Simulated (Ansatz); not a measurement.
**Geometry relaxation of Ge (part 2 of 2)**

The same run, continued: Ge (P6₃/mmc, 2 atoms in the cell); DFT, LDA, PAW with Ansatz's default frozen-core files, scalar-relativistic, no spin polarisation (Ansatz 0.2.0); cutoff 420 eV, 17×17×10 k-mesh, Fermi–Dirac smearing of 0.08 eV. The structure was built on a prototype by a generator; it need not be a known phase. Its volume is 0.60 times that of the source entry. It belongs to a series of runs on one base structure; here: hcp relaxed under pressure, PAW files.

Geometry of the input (Å; fractional positions):
```
2.4813  0.0000  0.0000
-1.2406  2.1488  0.0000
0.0000  0.0000  4.0196
Ge 0.3333  0.6667  0.2500
Ge 0.6667  0.3333  0.7500
```

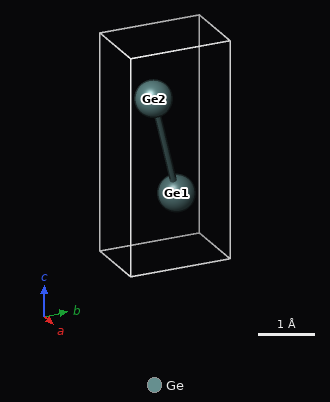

Fig. 1: The geometry at step 2 of the log (ball-and-stick view of the cell of the calculation, seen slightly off an axis; atoms are numbered from 1 in the order of the input).

Log, continued:
```
SCF iter   1: F=—  HF=-8427.162248 eV  |F-HF|=—  |Δ(HF+E_count)|=         —  Δρ=1.03e-4  dr2=1.49e-6  ethr=8.10e-9  ⟨swp⟩=2.0  Hψ=18738  notcnv=0
preconditioner: auto → none  [metal: Δε(μ)=0.048 eV  Ē_g=26.576 eV  σ=0.080 eV  W_gap=0.15  n_scr=2 (ndim 8)  ℏωp=42.6 eV  f_vac=0.000  D(μ)=0.57/eV (n_scr^D=2)]
SCF iter   2: F=—  HF=-8427.162247 eV  |F-HF|=—  |Δ(HF+E_count)|=   3.50e-7  Δρ=4.70e-5  dr2=2.50e-7  ethr=5.31e-9  ⟨swp⟩=2.0  Hψ=6270  notcnv=0
iter 3 did not close the SCF: its close was put off for the readings that it lacked (scf_convergence_deferred on its scf_iter line)
SCF iter   3: F=-8427.162247 eV  HF=-8427.162247 eV  |F-HF|=3.41e-9  |Δ(HF+E_count)|=   3.39e-8  Δρ=4.93e-6  dr2=1.25e-9  ethr=8.93e-10  ⟨swp⟩=2.0  Hψ=6263  notcnv=0
iter 4 did not close the SCF: its close was put off for the readings that it lacked (scf_convergence_deferred on its scf_iter line)
SCF iter   4: F=-8427.162247 eV  HF=-8427.162247 eV  |F-HF|=2.92e-9  |Δ(HF+E_count)|=   5.13e-9  Δρ=2.75e-6  dr2=7.94e-10  ethr=4.48e-12  ⟨swp⟩=2.0  Hψ=6342  notcnv=0
iter 5 did not close the SCF: its close was put off for the readings that it lacked (scf_convergence_deferred on its scf_iter line)
SCF iter   5: F=-8427.162247 eV  HF=-8427.162247 eV  |F-HF|=5.46e-12  |Δ(HF+E_count)|=   1.31e-9  Δρ=1.45e-7  dr2=2.69e-12  ethr=2.83e-12  ⟨swp⟩=2.0  Hψ=6329  notcnv=0
SCF iter   6: F=-8427.162247 eV  HF=-8427.162247 eV  |F-HF|=1.82e-12  |Δ(HF+E_count)|=  3.64e-12  Δρ=2.43e-8  dr2=4.71e-14  ethr=1.00e-12  ⟨swp⟩=1.0  Hψ=7967  notcnv=0
SCF 4 converged in 6 iterations: F = -8427.162247 eV  dr2 = 4.71e-14
relax step   4: F+E_penalty+E_count = -8427.16224725 eV  Δ(F+E_penalty+E_count) = -2.767e-2 eV  max|allowed force component| = 1.850e-16 eV/Å  Δτ_max = 0.0000 Å  P = +130.010 GPa  Ω = 21.275 Å³  energy of the carried Pulay correction = +1.151e-4 eV  (6 SCF iters, dr2 threshold 2.00e-7 eV, accepted)
Initial wavefunctions: pseudopotential atomic-orbital guess (no wavefunctions were taken with the density)
iter 1 solved again at ethr=1.30e-7 eV; its pass at ethr=3.10e-3 eV (dr2=3.63e-5 eV) is discarded
SCF iter   1: F=—  HF=-8427.162105 eV  |F-HF|=—  |Δ(HF+E_count)|=         —  Δρ=6.05e-4  dr2=1.61e-6  ethr=1.30e-7  ⟨swp⟩=2.8  Hψ=23169  notcnv=0
preconditioner: auto → none  [metal: Δε(μ)=0.048 eV  Ē_g=26.574 eV  σ=0.080 eV  W_gap=0.15  n_scr=2 (ndim 8)  ℏωp=42.6 eV  f_vac=0.000  D(μ)=0.57/eV (n_scr^D=2)]
SCF iter   2: F=—  HF=-8427.162127 eV  |F-HF|=—  |Δ(HF+E_count)|=   2.22e-5  Δρ=3.03e-4  dr2=4.06e-7  ethr=5.76e-9  ⟨swp⟩=1.0  Hψ=3564  notcnv=0
SCF iter   3: F=—  HF=-8427.162135 eV  |F-HF|=—  |Δ(HF+E_count)|=   7.37e-6  Δρ=5.79e-6  dr2=2.30e-9  ethr=1.45e-9  ⟨swp⟩=1.0  Hψ=3564  notcnv=0
iter 4 did not close the SCF: its close was put off for the readings that it lacked (scf_convergence_deferred on its scf_iter line)
SCF iter   4: F=-8427.162135 eV  HF=-8427.162135 eV  |F-HF|=1.82e-12  |Δ(HF+E_count)|=   2.74e-9  Δρ=2.50e-7  dr2=4.14e-12  ethr=8.23e-12  ⟨swp⟩=2.0  Hψ=6329  notcnv=0
iter 5 did not close the SCF: its close was put off for the readings that it lacked (scf_convergence_deferred on its scf_iter line)
SCF iter   5: F=-8427.162135 eV  HF=-8427.162135 eV  |F-HF|=5.46e-12  |Δ(HF+E_count)|=  1.82e-12  Δρ=5.41e-8  dr2=1.52e-13  ethr=1.00e-12  ⟨swp⟩=1.0  Hψ=3564  notcnv=0
iter 6 did not close the SCF: its close was put off for the readings that it lacked (scf_convergence_deferred on its scf_iter line)
SCF iter   6: F=-8427.162135 eV  HF=-8427.162135 eV  |F-HF|=0.00e0  |Δ(HF+E_count)|=    0.00e0  Δρ=2.19e-9  dr2=2.47e-16  ethr=1.00e-12  ⟨swp⟩=1.0  Hψ=3564  notcnv=0
iter 7 did not close the SCF: its close was put off for the readings that it lacked (scf_convergence_deferred on its scf_iter line)
SCF iter   7: F=-8427.162135 eV  HF=-8427.162135 eV  |F-HF|=0.00e0  |Δ(HF+E_count)|=    0.00e0  Δρ=3.71e-10  dr2=9.23e-18  ethr=1.00e-12  ⟨swp⟩=1.0  Hψ=3564  notcnv=0
SCF iter   8: F=-8427.162135 eV  HF=-8427.162135 eV  |F-HF|=0.00e0  |Δ(HF+E_count)|=  1.82e-12  Δρ=3.91e-11  dr2=1.31e-19  ethr=1.00e-12  ⟨swp⟩=1.0  Hψ=8055  notcnv=0
SCF 5 converged in 8 iterations: F = -8427.162135 eV  dr2 = 1.31e-19
relax step   5: F+E_penalty+E_count = -8427.16213454 eV  Δ(F+E_penalty+E_count) = +1.127e-4 eV  max|allowed force component| = 7.401e-17 eV/Å  Δτ_max = 0.0000 Å  P = +130.009 GPa  Ω = 21.275 Å³  stress off target by 2.13e-2 GPa  SCF on the basis re-selected at this cell (its energy is not comparable with the rows above)  (8 SCF iters)
basis re-selected at this cell: Δ(F+E_penalty+E_count) = +1.127e-4 eV, ΔP = -0.001 GPa vs the last step (what re-selecting the basis moved, of the pressure what is left beyond the Pulay correction that the steps carried, after the strain that the cell walked since its last selection, with what the two solves' SCF thresholds leave and, on support functions, any second-order correction that the steps lacked; it is no measure of the basis error at this ecutwfc). The dense FFT grid was sized anew with the basis: this SCF ran on 18×18×30 points, the steps before it on 18×18×27, so part of this shift can come from that change (see relax.cell in the input reference). This SCF's stress stands 2.13e-2 GPa from its target on what of the cell is left free (relax.cell.stress_tol is 6.50e-2 GPa) and its largest allowed force component is 7.40e-17 eV/Å (relax.f_tol is 5.00e-3 eV/Å): within both
SCF converged after 8 iterations
Free energy (F): -8427.162135 eV
Harris-Foulkes:  -8427.162135 eV  (|F-HF|=0.00e0)
Internal energy: -8427.150177 eV  (E = F + TS)
E sigma→0 (E₀):  -8427.156156 eV
Entropy (-TS):   -0.011957 eV (-5.979 meV/atom)
Fermi energy:    22.416009 eV
--- Per-component energies (eV) ---
  E_band       = 47.739114
  E_kinetic    = 246.749019
  E_local      = -3279.402340  (includes V_loc(G=0)·N_el)
  E_nonlocal   = 846.704766
  E_hartree    = 1503.682872
  E_xc         = -162.213664
  E_vxc        = -145.288681  (∫ρ·V_xc dr)
  E_paw        = -3880.154872  (= ΣΔE_a)
  E_vpaw       = -628.389900  (= ΣTr[D̂ρ^β])
  E_aug_tail   = 0.000507  (compensation charges beyond the density's cutoff)
  E_ewald      = -3706.333117
  E_core_change = 3.816652  (= ΣΔE_core)
  E_smearing   = -0.011957  (= −TS)
  E_closure    = 0.000000  (closes the sum)
  Σ components = -8427.162135   (vs F -8427.162135, Δ=0.00e0)
--- Forces (eV/Å), atoms counted from 1 ---
  atom   1  Ge    -0.00000000     0.00000000     0.00000000
  atom   2  Ge     0.00000000     0.00000000    -0.00000000
  max |Σ_I F_I| component: 3.70e-17 eV/Å
--- Stress (GPa, compression-positive) ---
      130.021278       0.000000       0.000000
        0.000000     130.021278       0.000000
        0.000000       0.000000     129.983220
  P = ⅓ Tr σ = 130.0086 GPa (1300.086 kbar)
--- Band table (eV; the first three rows and the last of 198) ---
  k-point 0: bands = ["-3.7398", "-3.5862", "-3.5454", "-3.5454", "-3.4990", "-3.4990", "-3.3941", "-3.3941", "-3.1259", "-3.1259", "2.5989", "12.1061", "12.4414", "33.8185", "33.8185", "36.3259", "36.3259", "37.7490"]
  k-point 1: bands = ["-3.7345", "-3.5878", "-3.5515", "-3.5515", "-3.5034", "-3.5034", "-3.3804", "-3.3804", "-3.1292", "-3.1292", "2.6933", "10.4356", "14.2900", "33.9098", "33.9098", "35.5909", "36.3679", "36.3679"]
  k-point 2: bands = ["-3.7195", "-3.5933", "-3.5630", "-3.5630", "-3.5154", "-3.5154", "-3.3466", "-3.3466", "-3.1396", "-3.1396", "2.9779", "8.7920", "16.4677", "32.6657", "34.1801", "34.1801", "36.4694", "36.4694"]
  k-point 197: bands = ["-3.6800", "-3.6800", "-3.5016", "-3.5016", "-3.4068", "-3.4068", "-3.3209", "-3.3209", "-3.1111", "-3.1111", "15.3537", "15.3537", "16.4004", "16.4004", "18.1118", "18.1118", "32.0160", "32.0160"]
--- Relaxed structure (4 steps of the walk, 4 accepted, 1 SCFs on fresh bases) ---
  F+E_penalty+E_count = -8427.16213454 eV   max|allowed force component| = 7.401e-17 eV/Å   (the final SCF, on the basis selected at the relaxed cell)
  cell:  # Å, volume = 21.2754 Å³
    - [2.4614932813994046, 2.8637493525379082e-11, 3.7839476807604066e-33]
    - [-1.2307466407245031, 2.1317157129222832, -1.794199427185034e-33]
    - [6.129995242832556e-33, 1.8289827151240874e-34, 4.054625819065166]
  atoms:
    - { symbol: Ge, position: [0.3333333333333333, 0.6666666666666666, 0.24999999999999997] }
    - { symbol: Ge, position: [0.6666666666666666, 0.33333333333333326, 0.7499999999999999] }
```

Trajectory as extended XYZ (Å, eV, eV/Å), 5 frames, from step=1 to step=5:
```
2
Lattice="2.4813 0.0000 0.0000 -1.2406 2.1488 0.0000 0.0000 0.0000 4.0196" Properties=species:S:1:pos:R:3:forces:R:3 step=1 energy=-8427.28227 pressure_GPa=126.04
Ge    0.0000    1.4326    1.0049    0.0000   0.0000   0.0000
Ge    1.2406    0.7163    3.0147    0.0000   0.0000   0.0000
2
Lattice="2.4664 0.0000 0.0000 -1.2332 2.1359 0.0000 0.0000 0.0000 4.0297" Properties=species:S:1:pos:R:3:forces:R:3 step=2 energy=-8427.12251 pressure_GPa=131.17
Ge    0.0000    1.4240    1.0074    0.0000   0.0000   0.0000
Ge    1.2332    0.7120    3.0222    0.0000   0.0000   0.0000
2
Lattice="2.4609 0.0000 0.0000 -1.2305 2.1312 0.0000 0.0000 0.0000 4.0500" Properties=species:S:1:pos:R:3:forces:R:3 step=3 energy=-8427.13457 pressure_GPa=130.87
Ge    0.0000    1.4208    1.0125    0.0000   0.0000   0.0000
Ge    1.2305    0.7104    3.0375    0.0000   0.0000   0.0000
2
Lattice="2.4615 0.0000 0.0000 -1.2307 2.1317 0.0000 0.0000 0.0000 4.0546" Properties=species:S:1:pos:R:3:forces:R:3 step=4 energy=-8427.16225 pressure_GPa=130.01
Ge    0.0000    1.4211    1.0137    0.0000   0.0000   0.0000
Ge    1.2307    0.7106    3.0410    0.0000   0.0000   0.0000
2
Lattice="2.4615 0.0000 0.0000 -1.2307 2.1317 0.0000 0.0000 0.0000 4.0546" Properties=species:S:1:pos:R:3:forces:R:3 step=5 energy=-8427.16214 pressure_GPa=130.01
Ge    0.0000    1.4211    1.0137    0.0000   0.0000   0.0000
Ge    1.2307    0.7106    3.0410    0.0000   0.0000   0.0000
```

Results in brief:

| quantity | value |
| --- | --- |
| outcome | converged |
| space group (tolerance 0.01 Å) | P6₃/mmc (194) |
| electrons treated | 28 |
| free energy | −8427.1621 eV |
| Fermi energy | 22.416 eV |
| pressure | 130.01 GPa |
| final volume | 21.28 Å³ |
| largest force (length of the vector) at the end | under 0.001 eV/Å |
| final cell | a = 2.461 Å, b = 2.461 Å, c = 4.055 Å, α = 90.00°, β = 90.00°, γ = 120.00° |
| hardware | 1 thread of Arm Neoverse V1, 24 GiB of memory available, shared host |
| wall time | 22 s |
| peak memory | 0.35 GiB |

Remarks:

The cell was relaxed to the target pressure of the input; what is minimised is then the enthalpy E + pV.
